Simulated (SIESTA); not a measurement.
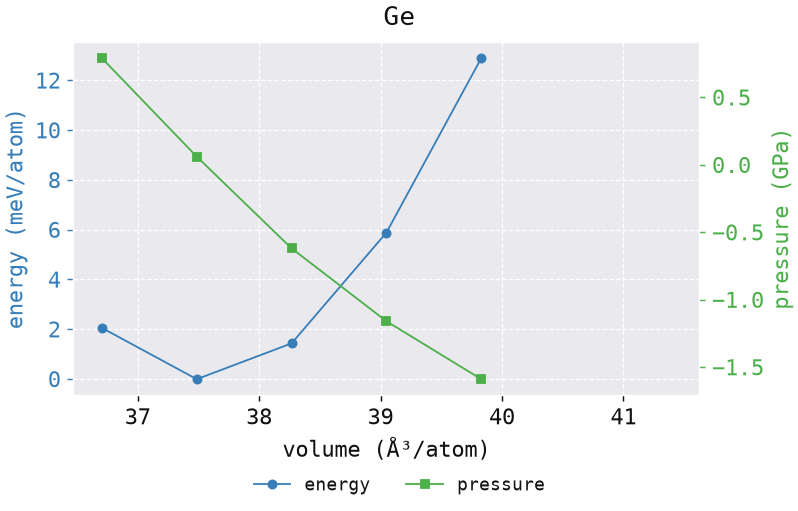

The figure shows the energy and pressure against volume for Ge, space group P6_3mc (No. 186).

Structure:
```
CELL_PARAMETERS angstrom
4.05040 0.00000 0.00000
-2.02520 3.50775 0.00000
0.00000 0.00000 10.99336
ATOMIC_POSITIONS crystal
Ge 0.66667 0.33333 0.41485
Ge 0.33333 0.66667 0.91485
Ge 0.00000 0.00000 0.47745
Ge 0.00000 0.00000 0.97745
```

How it was computed, with SIESTA 5.4.2: DFT in numerical atomic orbitals with pseudopotentials, no spin polarisation; energies at scaled volumes of the given cell, shape and fractions fixed, counted from the fit's minimum, third-order Birch-Murnaghan fit. Level: PBEsol.

k mesh 8×8×3; occupations Fermi–Dirac; smearing width 0.05 eV; potentials PseudoDojo 0.4 standard, converted to PSML, two zetas on semicore shells; program settings basis DZP, mesh cutoff 800 Ry.

The points at volume 40.61 Å³/atom and 41.39 Å³/atom are left out of the plot. What values does the calculation give there?

| volume (Å³/atom) | energy (meV/atom) | pressure (GPa) |
| --- | --- | --- |
| 40.61 | 21.70 | −2.02 |
| 41.39 | 32.65 | −2.45 |

Keep in mind: mulliken charges of long orbitals; shape and atomic fractions are frozen while scaling, which makes layered, chain and framework solids too stiff.
